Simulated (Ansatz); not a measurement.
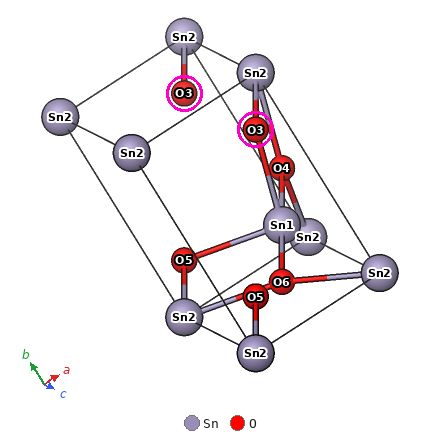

The system is SnO2 (I4_1/amd, No. 141; 6 atoms in the cell); the picture shows the reference structure. One atom moved over a plane, all else fixed (x along [1 0 0], y along [0 1 0], z along [0 0 1] of the conventional cell). The first coordinate is: shift of O3 along y; the second: shift of O3 along z. Nothing is relaxed (all other atoms fixed). The scan uses a 7 × 7 grid; 27 points were computed and 21 follow by symmetry. At 1 point there is no value (left out of the scan, as a rule where atoms come close). Points are written as (first, second). Energies: eV per cell, counted from the lowest grid point. The band gap closes in part of the range. Level of theory: DFT PBE, scalar-relativistic, plane waves, PAW in Ansatz 0.2.0. Settings: cutoff 420 eV, k-mesh 10×10×10, gaussian smearing 0.05 eV, no spin polarisation.

Its coordinates:

```yaml
crystal:
  lattice:
    - [-2.02625, 2.02625, 5.18069]
    - [2.02625, -2.02625, 5.18069]
    - [2.02625, 2.02625, -5.18069]
  atoms:
    - { symbol: Sn, position: [0.75000, 0.25000, 0.50000] }
    - { symbol: Sn, position: [0.00000, 0.00000, 0.00000] }
    - { symbol: O, position: [0.79760, 0.79760, 0.00000] }
    - { symbol: O, position: [0.95240, 0.45240, 0.50000] }
    - { symbol: O, position: [0.20240, 0.20240, 0.00000] }
    - { symbol: O, position: [0.54760, 0.04760, 0.50000] }
```

The input of one point:

```yaml
crystal:
  lattice:
    - [-2.0262505044, 2.0262505044, 5.1806864801]
    - [2.0262505044, -2.0262505044, 5.1806864801]
    - [2.0262505044, 2.0262505044, -5.1806864801]
  atoms:
    - { symbol: Sn, position: [0.75, 0.25, 0.5] }
    - { symbol: Sn, position: [0.0, 0.0, 0.0] }
    - { symbol: O, position: [0.7975980438, 0.7975980438, 0.0] }
    - { symbol: O, position: [0.9524019562, 0.4524019562, 0.5] }
    - { symbol: O, position: [0.2024019562, 0.2024019562, 0.0] }
    - { symbol: O, position: [0.5475980438, 0.0475980438, 0.5] }
basis:
  ecutwfc: 420
kpoints:
  mp_grid: { grid: [10, 10, 10] }
hamiltonian:
  xc: pbe
  pseudopotentials: { kind: paw, azcp: { folder: soft_1 } }
scf:
  occupations: { method: gaussian, width: 0.05 }
output:
  forces: true
  stress: true
  eigenvalues: true
```

Range: shift of O3 along y from −0.88 to 0.88 Å; shift of O3 along z from −0.88 to 0.88 Å.

Predict the map.

The lowest grid point is at (0.00 Å, 0.00 Å). No other kind of well shows on this grid. The highest grid point, (−0.29 Å, 0.88 Å), lies 22.0 eV above the lowest. Near the minimum the curvatures are about 2.5 and 13 eV/Å² along the soft and the stiff direction.

| shift of O3 along z ↓, shift of O3 along y → | −0.88 | −0.59 | −0.29 | 0.00 | 0.29 | 0.59 | 0.88 |
| --- | --- | --- | --- | --- | --- | --- | --- |
| 0.88 | 8.9 | 15.0 | 22.0 | – | 22.0 | 15.0 | 8.9 |
| 0.59 | 3.3 | 4.3 | 5.7 | 6.4 | 5.7 | 4.3 | 3.3 |
| 0.29 | 1.5 | 1.0 | 0.9 | 0.9 | 0.9 | 1.0 | 1.5 |
| 0.00 | 1.3 | 0.5 | 0.1 | 0.0 | 0.1 | 0.5 | 1.3 |
| −0.29 | 1.7 | 0.9 | 0.5 | 0.4 | 0.5 | 0.9 | 1.7 |
| −0.59 | 2.4 | 1.6 | 1.2 | 1.1 | 1.2 | 1.6 | 2.4 |
| −0.88 | 3.2 | 2.4 | 2.0 | 1.9 | 2.0 | 2.4 | 3.2 |

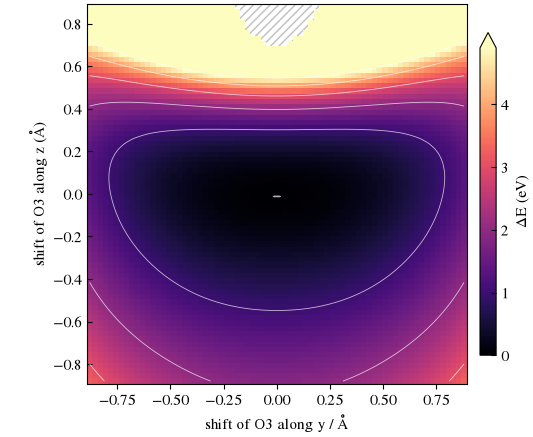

In the figure: a smooth colour map with a few white contour lines, one colour for all values above the top of the scale, hatched blanks where no value was computed. Between grid points the surface is interpolated.

Time for the 27 points that were run: 38 min on 2 threads of Arm Neoverse N1 (shared host).
